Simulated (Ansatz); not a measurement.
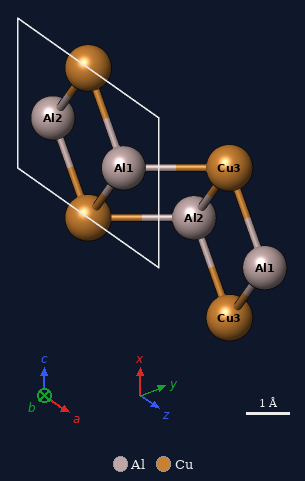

Energy scan for a crystal of Al2Cu (Fm-3m), in which the cell is strained along z alone, with the atoms kept at their fractional coordinates. x, y and z are the Cartesian axes of the input. The picture shows the reference cell. A ball-and-stick model of the cell of the calculation, repeated 2 × 2 × 1 with one cell outlined, seen along the b axis.

Level of theory: DFT PBE, scalar-relativistic, plane waves, PAW (Ansatz 0.2.0). (plane-wave cutoff 420 eV; k-point mesh 16 × 16 × 16; occupations gaussian; smearing width 0.15 eV; no spin polarisation). Energies (free energies at the smearing named) are counted from the relaxed crystal.

Input file:
```yaml
crystal:
  lattice:
    - [-2.0446280232, 2.0446280232, 2.8912313231]
    - [2.0446280232, -2.0446280232, 2.8912313231]
    - [2.0446280232, 2.0446280232, -2.8912313231]
  atoms:
    - { symbol: Al, position: [0.75, 0.25, 0.5] }
    - { symbol: Al, position: [0.25, 0.75, 0.5] }
    - { symbol: Cu, position: [0.5, 0.5, 0.0] }
basis:
  ecutwfc: 420
kpoints:
  mp_grid: { grid: [16, 16, 16] }
hamiltonian:
  xc: pbe
scf:
  occupations: { method: gaussian, width: 0.15 }
output:
  forces: true
  stress: true
  eigenvalues: true
```

Launched with:
```bash
ansatz run input.yaml --threads 1 --pin off --max-ram 2560MiB --backend cpu --events-out ev --progress --plain --runs-dir out
```

**Predict the energy profile (the strain: −0.1000, −0.0750, −0.0500, −0.0250, 0.0000, 0.0250, 0.0500, 0.0750, 0.0875, 0.1000).**

```csv
strain,energy change (meV/atom)
−0.1000,105.6
−0.0750,55.6
−0.0500,23.1
−0.0250,5.5
0.0000,0.0
0.0250,4.6
0.0500,17.4
0.0750,36.9
0.0875,48.6
0.1000,61.4
```

Of the computed points the lowest is at the strain 0.00, 0.0 meV/atom. The end points stand at 105.6 meV/atom (−0.10) and 61.4 meV/atom (0.10). The distortion takes the space group from Fm-3m to I4/mmm. At the strain −0.10 the cell of the drawing goes a 4.089 → 3.890 Å, b 4.089 → 3.890 Å, c 4.089 → 3.890 Å, α 120.0° → 116.6°, β 120.0° → 116.6°, γ 90.0° → 96.0°.
